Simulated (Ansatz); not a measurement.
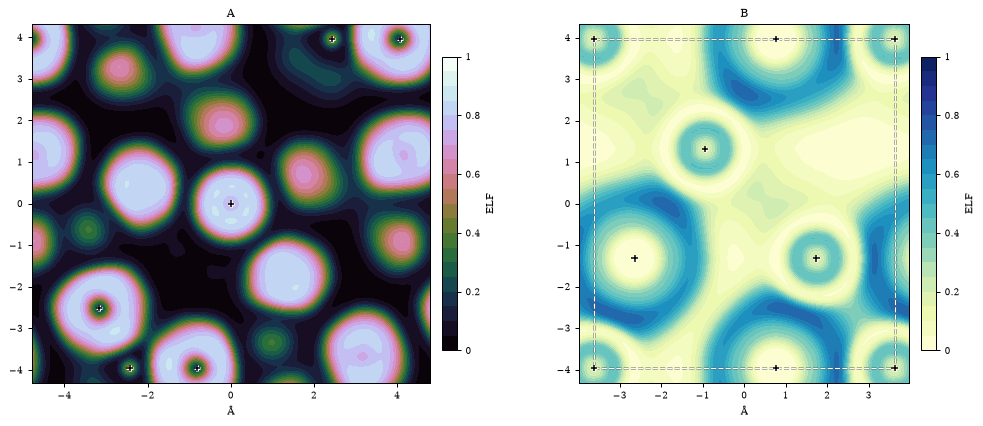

The electron localisation function of 2 systems, each on a plane through atoms (crosses mark nuclei in the plane).

These are results of DFT LDA, plane waves, PAW (Ansatz 0.2.0), not measurements.

System 1: HfSiO₄, the (111) plane of the conventional cell. Space group I4₁/amd.

```xyz
24
Lattice="6.5725 0.0000 0.0000 0.0000 6.5725 0.0000 0.0000 0.0000 5.9632" Properties=species:S:1:pos:R:3 pbc="T T T"
Hf    0.0000    3.2862    1.4946
Hf    3.2862    0.0000    4.4762
Hf    0.0000    0.0000    0.0038
Hf    3.2862    3.2862    2.9854
Si    3.2862    0.0000    1.4946
Si    0.0000    3.2862    4.4762
Si    0.0000    0.0000    2.9854
Si    3.2862    3.2862    0.0038
O     6.5724    5.3613    1.8992
O     3.2861    2.0750    4.8808
O     4.4974    0.0000    0.4083
O     1.2111    3.2862    3.3899
O     6.5724    1.2112    1.8992
O     3.2861    4.4975    4.8808
O     2.0749    0.0000    0.4085
O     5.3611    3.2862    3.3901
O     3.2864    1.2112    2.5808
O     0.0001    4.4975    5.5624
O     1.2113    0.0000    4.0715
O     4.4976    3.2862    1.0899
O     0.0001    2.0750    5.5624
O     3.2864    5.3613    2.5808
O     2.0751    3.2862    1.0901
O     5.3613    0.0000    4.0717
```

System 2: Mg₃Sb₂, the (110) plane of the conventional cell. Space group P-3m1.

```
Mg Sb
1.0
     4.58200    0.00000    0.00000
    -2.29100    3.96813    0.00000
     0.00000    0.00000    7.24400
Mg Sb
3 2
Cartesian
  0.0000 2.6454 4.5637
  2.2910 1.3227 2.6803
  0.0000 0.0000 0.0000
  0.0000 2.6454 1.7023
  2.2910 1.3227 5.5417
```

Question: Which map belongs to which system?

Answer: Panel A is system 1, HfSiO₄: the plane holds Hf, Si and O. Si–O (1.63 Å): the ELF peaks at about 0.85 between the atoms (a short, strongly polar bond). Panel B is system 2, Mg₃Sb₂: the plane holds Mg and Sb. Mg–Sb (2.82 Å): the ELF peaks at about 0.75 in the valence shell of Sb, 1.4 Å from its nucleus, and is about 0.75 at the midpoint.
